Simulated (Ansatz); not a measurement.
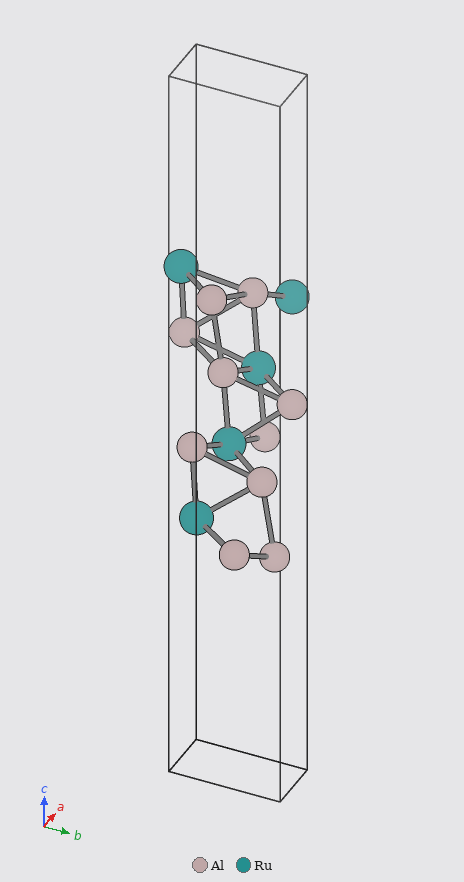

The image is a ball-and-stick drawing of a crystal, viewed from a general direction. The parallelepiped is the simulation cell. Some atoms of the next cells are drawn as well. Cell: a = 3.121 Å, b = 4.755 Å, c = 25.710 Å, α = 90.00°, β = 90.00°, γ = 109.16°.

Describe the crystal.

- Chemical formula Al$_{2}$Ru.
- Cell content 8 Al, 4 Ru; Z = 4.
- The numbers of neighbours within bonding distance are Al 5 to 10 (mean 8.8) and Ru 5 to 10 (mean 8.5). Not all metal-metal contacts are counted.

The model was built from a structure listed in the Materials Project, from which a slab was cut. The atoms were relaxed in a fixed cell with DFT PBEsol, scalar-relativistic, plane waves, PAW in Ansatz 0.2.0.
